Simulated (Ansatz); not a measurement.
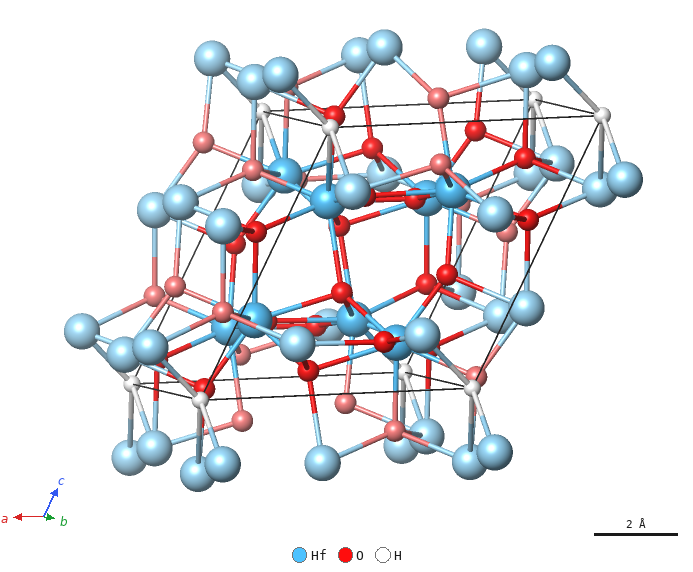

A ball-and-stick picture of a crystal structure, seen from a general direction. The wireframe shows the simulation cell. Outside the box, the atoms bonded to those within are drawn, in fainter colours.

Hf₈HO₁₆, a = 6.78 Å, b = 7.33 Å, c = 7.33 Å, α = 90.57°, β = 116.24°, γ = 116.24°.

Method: DFT PBE, scalar-relativistic, plane waves, PAW (Ansatz); a cutoff energy of 420 eV, a 2×2×2 k-point mesh, Gaussian smearing of 0.02 eV, collinear spins. The state is ferromagnetic, in a cell of 25 atoms.

How large a gap does the method give, if there is one?

A semiconductor at this level, with a gap of 1.41 eV on the k-mesh (the true edges may lie between mesh points, so the gap can be somewhat smaller).

It derives from a structure listed in the Materials Project, repeated into a supercell with a point defect put in. The atoms were relaxed in a fixed cell with DFT PBE, scalar-relativistic, plane waves, PAW (Ansatz).
